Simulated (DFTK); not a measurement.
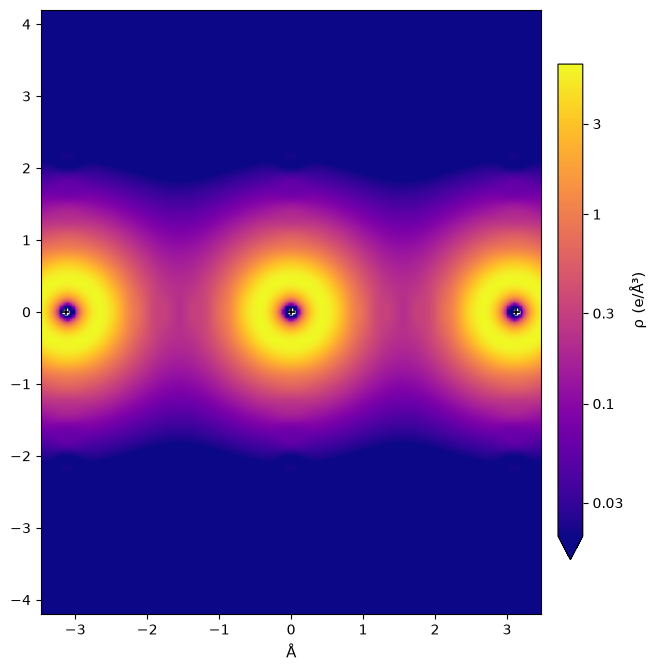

The valence electron density on a plane through atoms (crosses mark nuclei in the plane).

Computed with DFTK 0.8.2, Kohn-Sham DFT of a periodic cell, PBEsol, dojo.nc.sr.PBEsol.v0_4_1.standard.upf.

Candidates:
A. HfO2, a = 3.56 Å, b = 3.56 Å, c = 5.17 Å, α = 90.00°, β = 90.00°, γ = 90.00°. Space group P4₂/nmc; a structure from a database of computed crystals, not necessarily the ambient phase.
B. Bi, a = 3.13 Å, b = 3.13 Å, c = 23.80 Å, α = 90.00°, β = 90.00°, γ = 90.00°. 
C. Si, a = 3.83 Å, b = 3.83 Å, c = 6.33 Å, α = 90.00°, β = 90.00°, γ = 120.00°. Space group P6₃/mmc; a structure from a database of computed crystals, not necessarily the ambient phase.

Which system is this?

Candidate B: Bi on the (010) plane of the calculation cell, a cut from vacuum to vacuum, which holds Bi. Bi–Bi (3.13 Å): ρ is about 0.21 e/Å³ halfway.
